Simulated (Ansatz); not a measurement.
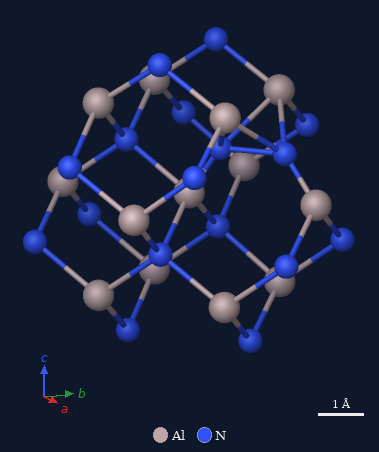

Starting structure of a defect cell of composition Al$_{32}$N$_{33}$. Style: ball-and-stick. Shown: the atoms within 4.2 Å of the atom that moves most (axes of the cell of the calculation (origin shifted)), slightly off an axis.

The atoms of the start lie slightly off their symmetric places, so part of the fall in energy undoes that.

All numbers below come from Ansatz, DFT, PBEsol, PAW, plane waves.

(plane-wave cutoff 420 eV; k-point mesh 1 × 1 × 1; mesh shifted by (0.25, 0.25, 0.25); collinear spin; atoms relaxed in a fixed cell; force threshold 0.03 eV/Å; at most 80 steps)

```xyz
65
Lattice="8.7554 0.0000 0.0000 0.0000 8.7554 0.0000 0.0000 0.0000 8.7554" Properties=species:S:1:pos:R:3 pbc="T T T"
Al    0.0227    0.0063    8.7400
Al    8.7406    0.0182    4.3832
Al    8.7441    4.3798    0.0073
Al    8.7489    4.3683    4.3545
Al    4.3713    8.7341    0.0058
Al    4.3693    0.0064    4.3669
Al    4.3836    4.4116    8.7541
Al    4.3578    4.3886    4.3850
Al    2.1947    2.1402    0.0208
Al    2.2079    2.1727    4.3780
Al    2.1709    6.5197    0.0058
Al    2.1753    6.5455    4.3938
Al    6.5609    2.1780    0.0086
Al    6.5882    2.2096    4.3714
Al    6.5753    6.5529    8.7518
Al    6.5957    6.5908    4.3814
Al    2.1549    0.0220    2.2166
Al    2.1276    0.0080    6.5934
Al    2.1978    4.3752    2.1847
Al    2.2110    4.3740    6.5592
Al    6.6260    0.0071    2.1823
Al    6.5639    8.7481    6.5684
Al    6.5698    4.3936    2.1909
Al    6.5792    4.4089    6.5533
Al    8.7297    2.1914    2.1708
Al    0.0035    2.2224    6.5480
Al    8.7420    6.5550    2.1736
Al    0.0045    6.5746    6.5861
Al    4.3606    2.2068    2.1901
Al    4.3691    2.1985    6.6209
Al    4.3662    6.5661    2.1692
Al    4.3847    6.5474    6.5872
N     1.1015    1.1449    1.0776
N     1.0640    1.0725    5.4934
N     1.1066    5.4883    1.0856
N     1.1022    5.5003    5.4786
N     5.4215    1.1035    1.0734
N     5.4969    1.0793    5.4533
N     5.4686    5.4419    1.1154
N     4.8934    4.9304    5.4832
N     3.2949    3.3225    1.0864
N     3.2872    3.2886    5.4778
N     3.3195    7.6425    1.1089
N     3.2545    7.6531    5.4639
N     7.6532    3.3049    1.0625
N     7.6101    3.2787    5.4725
N     7.6218    7.6550    1.1262
N     7.6337    7.6807    5.4767
N     3.2936    1.0837    3.2902
N     3.2609    1.0913    7.6560
N     3.2657    5.5032    3.2961
N     3.2859    5.4472    7.6160
N     7.6432    1.0965    3.2843
N     7.6482    1.0945    7.5883
N     7.6342    5.4823    3.2646
N     7.6547    5.4639    7.6612
N     1.0808    3.2382    3.3062
N     1.1073    3.2832    7.6547
N     1.0766    7.6246    3.2877
N     1.1351    7.6581    7.6559
N     5.4962    3.2672    3.2763
N     5.4855    3.2524    7.6399
N     5.4479    7.6665    3.2675
N     5.4847    7.6907    7.6412
N     6.0194    6.0588    5.4834
```

Q: Where does the relaxation end?

A: After 7 geometry steps the energy has fallen by 11.799 eV per cell of the calculation. The largest force component goes from 26 to 0.017 eV/Å. The largest moves, 0.29 Å, are those of Al8 and Al16. Al8 goes along [−2 −2 −1]. Largest moves by element: Al 0.29 Å, N 0.23 Å. The cell doesn't change. Among the contacts that change: Al8–N40 1.337 → 1.815 Å, Al16–N65 1.353 → 1.789 Å, N40–N65 1.594 → 1.351 Å, Al24–N40 2.064 → 1.963 Å. Among the angles between lasting bonds that change: Al24–N40–Al32 97.1° → 109.4°, Al24–N65–Al32 97.5° → 105.9°, N40–Al8–N51 117.6° → 109.5°.

The end point in the same view:

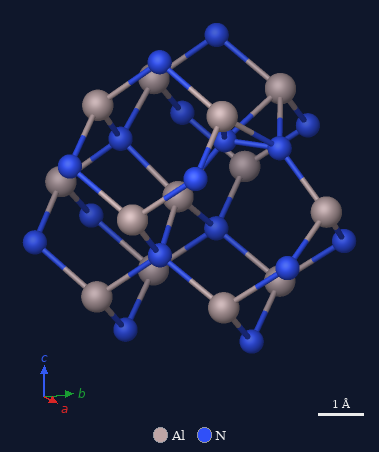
